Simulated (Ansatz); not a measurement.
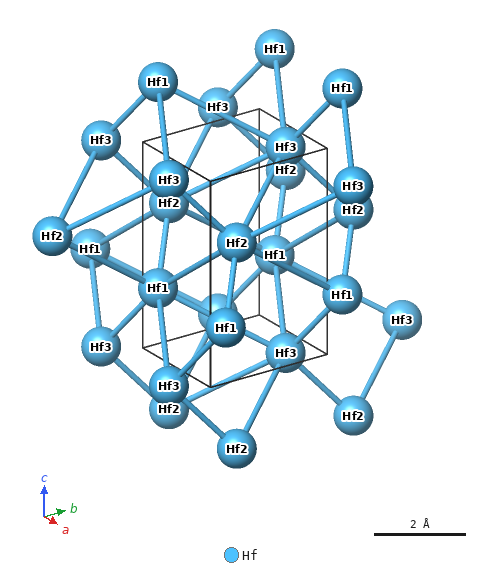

Solid Hf (built on the trigonal selenium_152 type) (coarse preliminary run), before the relaxation. A ball-and-stick model of the cell of the calculation, seen slightly off an axis.

Case: trigonal selenium type (P3_121, No. 152).

Method: DFT PBEsol, scalar-relativistic, plane waves, PAW (Ansatz).

Input
```yaml
crystal:
  lattice:
    - [4.1083145766, 0.0, 0.0]
    - [-2.0541572884, 3.5579047901, 0.0]
    - [0.0, 0.0, 4.6610204125]
  atoms:
    - { symbol: Hf, position: [0.2254, 0.0, 0.3333333333] }
    - { symbol: Hf, position: [0.0, 0.2254, 0.6666666667] }
    - { symbol: Hf, position: [0.7746, 0.7746, 0.0] }
basis:
  ecutwfc: 420
kpoints:
  mp_grid: { grid: [6, 6, 4] }
hamiltonian:
  xc: pbesol
scf:
  occupations: { method: gaussian, width: 0.1 }
  lower_state_search: "off"
output:
  forces: true
  stress: true
  eigenvalues: true
relax:
  adjacent_minimum: "off"
  f_tol: 0.04
  max_steps: 70
  cell: { stress_tol: 0.4 }
```

**Predict the outcome.**

The largest moves relative to the cell, 0.54 Å, are those of Hf1, Hf2 and Hf3. Hf1 goes along +a. Cell: a = b 4.108 → 4.962 Å (+20.8 %), c 4.661 → 3.007 Å (−35.5 %). Volume −5.9 %. Near-neighbour distances that change, for instance: Hf1–Hf1 4.661 → 3.007 Å, Hf1–Hf2 2.233 → 3.035 Å, Hf1–Hf2 (another image) 4.206 → 3.497 Å, Hf1–Hf2 (another image) 3.233 → 3.035 Å. Bond angles that change, for instance: Hf2–Hf1–Hf3 103.1° → 70.3°, Hf2–Hf1–Hf2 78.9° → 109.7°, Hf2–Hf1–Hf3 99.0° → 70.3°. The space group (tolerance 0.01 Å) goes from P3_121 (No. 152) to R-3m (No. 166). After 13 accepted moves (16 points after the start) the energy has fallen by 7.453 eV per cell of the calculation. The largest force component goes from 7.2 to 0.0002 eV/Å. The pressure goes from 16.39 to 0.01 GPa. The line search rejected the trial step at point 10 of the run. The SCF was repeated twice at an unchanged geometry on a basis and grid sized afresh for the cell, which shifted the energy by 56.9 meV per cell of the calculation at most.

Step by step:

| step | E − E(0), meV/atom | largest force component, eV/Å | pressure, GPa | volume, Å³/atom | note |
| --- | --- | --- | --- | --- | --- |
| 0 | 0.00 | 7.1553 | 16.39 | 22.710 |  |
| 1 | -1049.95 | 4.2240 | 8.91 | 22.260 |  |
| 2 | -1545.39 | 0.6937 | 3.75 | 22.286 |  |
| 3 | -1692.83 | 0.0833 | 1.91 | 22.449 |  |
| 4 | -1847.88 | 0.4470 | 0.34 | 22.315 |  |
| 5 | -1996.88 | 0.2374 | -0.43 | 21.991 |  |
| 6 | -2136.10 | 0.1066 | 0.95 | 21.409 |  |
| 7 | -2275.72 | 0.0515 | 2.76 | 20.797 |  |
| 8 | -2394.90 | 0.0178 | 4.64 | 20.344 |  |
| 9 | -2452.18 | 0.0337 | 4.84 | 20.340 |  |
| 10 | -2147.65 | 3.2509 | 1.39 | 22.046 | rejected |
| 11 | -2462.16 | 0.0297 | 1.04 | 20.919 |  |
| 12 | -2462.73 | 0.0239 | -0.04 | 21.095 |  |
| 13 | -2481.68 | 0.0232 | 1.37 | 21.095 | same geometry, new basis |
| 14 | -2484.31 | 0.0004 | 0.28 | 21.318 |  |
| 15 | -2484.41 | 0.0002 | 0.01 | 21.374 |  |
| 16 | -2484.47 | 0.0002 | 0.01 | 21.374 | same geometry, new basis |

Final geometry:

```xyz
3
Lattice="4.9623 0.0000 0.0000 -2.4812 4.2975 0.0000 0.0000 0.0000 3.0068" Properties=species:S:1:pos:R:3 pbc="T T T"
Hf   -0.8271    4.2975    1.0023
Hf   -0.8270    1.4324    2.0045
Hf    1.6541    2.8651    3.0068
```

The end point in the same view:

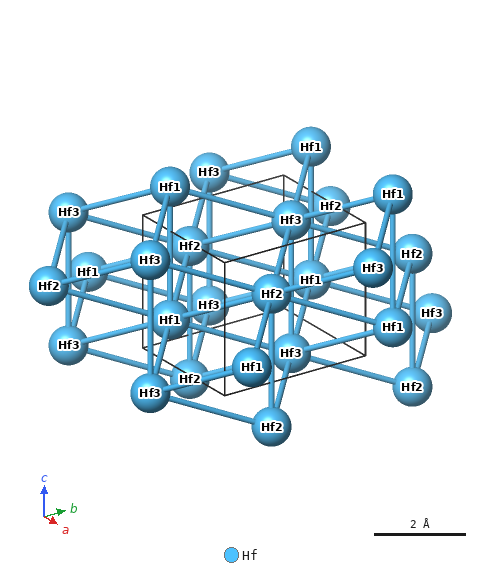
